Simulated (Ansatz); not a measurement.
# N: what the fields show

Input file:

```
crystal:
  lattice:
    - [-3.816551681, 0.0, 0.0]
    - [-1.9082758405, -3.3052307106, 0.0]
    - [-1.9082758405, 0.0, 14.8290392674]
  atoms:
    - { symbol: "N", position: [-0.1227474002, 0.3333333333, 0.9121614671] }
    - { symbol: "N", position: [0.1272525998, 0.3333333333, 0.4121614671] }
    - { symbol: "N", position: [-0.0855859331, 0.3333333333, 0.8378385329] }
    - { symbol: "N", position: [0.1644140669, 0.3333333333, 0.3378385329] }
    - { symbol: "N", position: [0.5855859331, 0.6666666667, 0.1621614671] }
    - { symbol: "N", position: [0.3355859331, 0.6666666667, 0.6621614671] }
    - { symbol: "N", position: [0.6227474002, 0.6666666667, 0.0878385329] }
    - { symbol: "N", position: [0.3727474002, 0.6666666667, 0.5878385329] }
basis:
  ecutwfc: 420
kpoints:
  mp_grid: { grid: [7, 7, 2] }
hamiltonian:
  xc: pbe
  dispersion: d3bj
scf:
  occupations: { method: gaussian, width: 0.05 }
output:
  forces: true
  stress: true
  eigenvalues: true
  write_density: true
  write_potential: true
  elf: true
  volumetric_format: npy
```

Launched as:

```sh
ansatz run input.yaml --threads 2 --pin off --max-ram 5120MiB --backend cpu --events-out ev --progress --plain --runs-dir out
```

Below, planes, directions and counts refer to the conventional cell (a = 6.61 Å, b = 3.82 Å, c = 15.19 Å, α = 90.00°, β = 102.57°, γ = 90.00°).

Space group C2/m; a structure from a database of computed crystals, not necessarily the ambient phase.

Theory: DFT PBE+D3(BJ), scalar-relativistic, plane waves, PAW in Ansatz.

In a PAW calculation such maps are meaningful between the atoms, not at the nuclei.

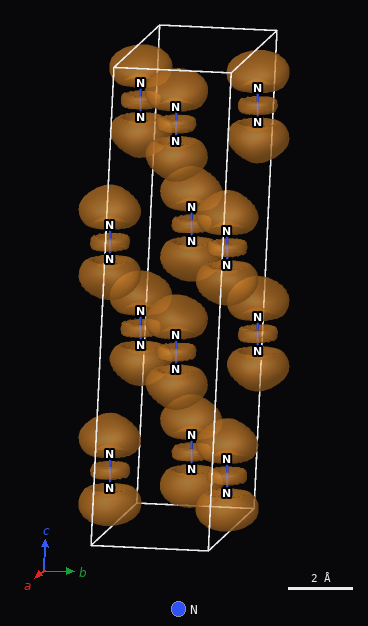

Figure 1. Isosurface of the ELF at 0.75 (orange), seen slightly off an axis. Only the valence region is drawn (cores and ρ < 0.01 e/Å³ removed). Sticks mark near contacts.

**Describe the localisation domains.**

The surface consists of eight regions between bonded N–N atoms (shared pairs) and 16 lobes on N, pointing away from the bonds (lone pairs), counted in one cell of 16 atoms. Any copies at cell faces, edges or corners count once.


N–N (1.10 Å): the ELF peaks at about 0.85 between the atoms (inside overlapping PAW spheres, so only a guide); a short, multiple covalent bond.

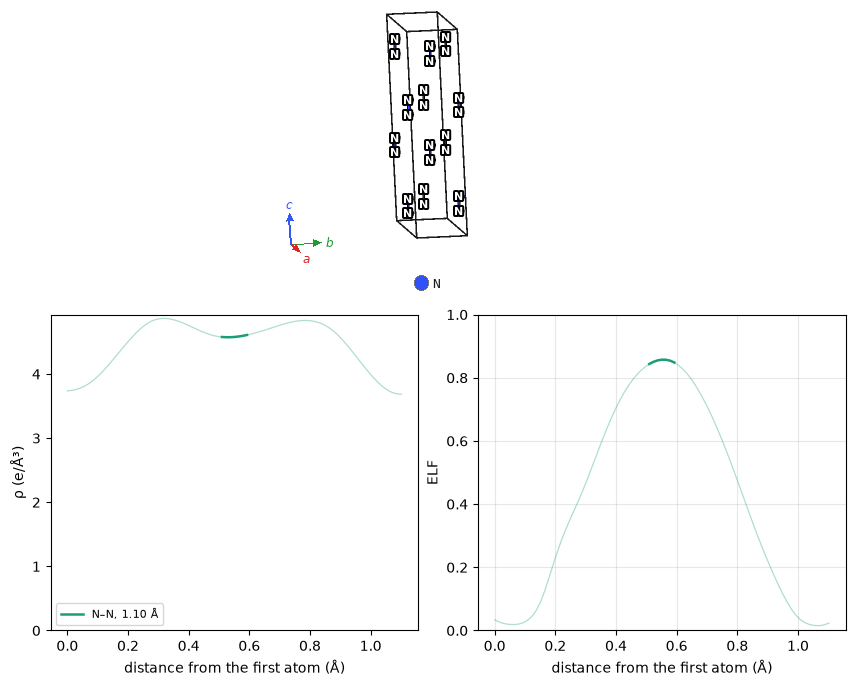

Figure 2. Valence electron density and ELF along straight lines between neighbouring atoms. Thin, pale parts lie inside the atomic spheres. The structure is drawn too.

**What kind of bonding do the profiles show?**

N–N (1.10 Å): the density is about 4.6 e/Å³ at the midpoint; the ELF peaks at about 0.85 between the atoms (inside overlapping PAW spheres, so only a guide): a short, multiple covalent bond.

**Does the calculation make it a metal, or give it a gap?**

It is gapped, with a Kohn–Sham gap of 7.0 eV on the k-point mesh (the band edges may lie off the mesh, which would make the gap smaller).
